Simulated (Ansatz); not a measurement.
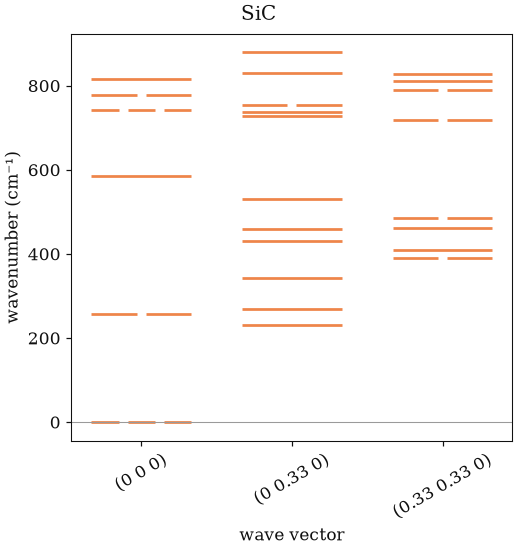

Phonon frequencies at several wave vectors (in fractions of the reciprocal vectors of the given cell) for SiC, space group P6_3mc (No. 186) (cell built by us, not taken from a database). Imaginary frequencies are drawn as negative.

No frequency is imaginary, so the structure is stable to these displacements at the wave vectors computed. The highest mode among the wave vectors computed lies at 879.1 cm⁻¹, at (0 0.33 0) (at the zone centre itself the field of polar modes is left out).

Method: harmonic phonon frequencies at the irreducible points of a q mesh with atoms at rest in the given cell, q in fractions of the reciprocal cell vectors, no long-range term at q = 0, imaginary frequencies are negative, the first points where there are many; plane waves with PAW datasets (Ansatz 0.2.0). Level: PBE, no spin polarisation.

```json
{"setting": "wave cutoff", "value": "420 eV"}
{"setting": "k mesh", "value": "12×12×6"}
{"setting": "occupations", "value": "fixed"}
{"setting": "pressure", "value": "0 GPa"}
{"setting": "phonon method", "value": "linear response"}
{"setting": "q mesh", "value": "3×3×1"}
```

Starting cell:
```yaml
crystal:
  lattice:
    - [3.09191, 0.00000, 0.00000]
    - [-1.54596, 2.67768, 0.00000]
    - [0.00000, 0.00000, 5.07426]
  atoms:
    - { symbol: Si, position: [0.66667, 0.33333, 0.50458] }
    - { symbol: Si, position: [0.33333, 0.66667, 0.00458] }
    - { symbol: C, position: [0.66667, 0.33333, 0.88042] }
    - { symbol: C, position: [0.33333, 0.66667, 0.38042] }
```
